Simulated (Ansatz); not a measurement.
Input

```
crystal:
  lattice:
    - [3.8201710175, 0.0, 0.0]
    - [0.0, 3.8201710175, 0.0]
    - [0.0, 0.0, 22.2260715637]
  atoms:
    - { symbol: Sn, position: [0.5, 0.0, 0.202464929] }
    - { symbol: O, position: [0.0, 0.0, 0.2556240258] }
    - { symbol: O, position: [0.5, 0.5, 0.2556240258] }
    - { symbol: Sn, position: [0.0, 0.5, 0.3087831227] }
    - { symbol: Sn, position: [0.375, 0.875, 0.4662558452] }
    - { symbol: O, position: [-0.125, 0.875, 0.519414942] }
    - { symbol: O, position: [0.375, 1.375, 0.519414942] }
    - { symbol: Sn, position: [-0.125, 1.375, 0.5725740389] }
basis:
  ecutwfc: 420
kpoints:
  mp_grid: { grid: [7, 7, 1] }
hamiltonian:
  xc: pbe
  pseudopotentials: { kind: paw, azcp: { folder: soft_1 } }
  dispersion: d3bj
scf:
  occupations: { method: gaussian, width: 0.05 }
output:
  forces: true
  eigenvalues: true
  write_density: true
  write_potential: true
  elf: true
  volumetric_format: npy
efield:
  axis: 3
  dipole_correction: true
  ramp_width: 0.04
```

Run with:

```sh
ansatz run input.yaml --threads 2 --pin off --max-ram 6144MiB --backend cpu --events-out ev --progress --plain --runs-dir out
```

A point of a scan over the structure, not its minimum; PAW files of the earlier set (soft_1).

All numbers below come from Ansatz, DFT PBE+D3(BJ), scalar-relativistic, plane waves, PAW.

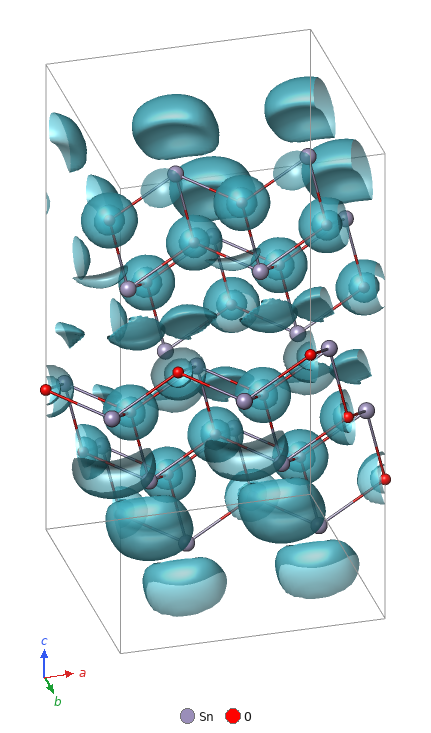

SnO (slab). Isosurface of the ELF at 0.75 (cyan), seen at an oblique angle. Only the valence region is drawn (cores and ρ < 0.01 e/Å³ removed). Sticks mark near contacts.

In a PAW calculation such maps are meaningful between the atoms, not at the nuclei.

Identify the bonds, lone pairs and shells in this picture.

The surface consists of four lobes on Sn, pointing away from the bonds (lone pairs) and four regions wrapped around O (the valence shell of each), counted in one cell of 8 atoms. Counts are for one cell; the picture repeats the cell along the surface. Profiles from the grid: Sn–O (2.25 Å): the ELF peaks at about 0.85 in the valence shell of O, 0.6 Å from its nucleus, and is about 0.20 at the midpoint (no shared electron pair shows on this line).

Does the calculation make it a metal, or give it a gap?

It is gapped, with a Kohn–Sham gap of 2.2 eV on the k-point mesh (the band edges may lie off the mesh, which would make the gap smaller).
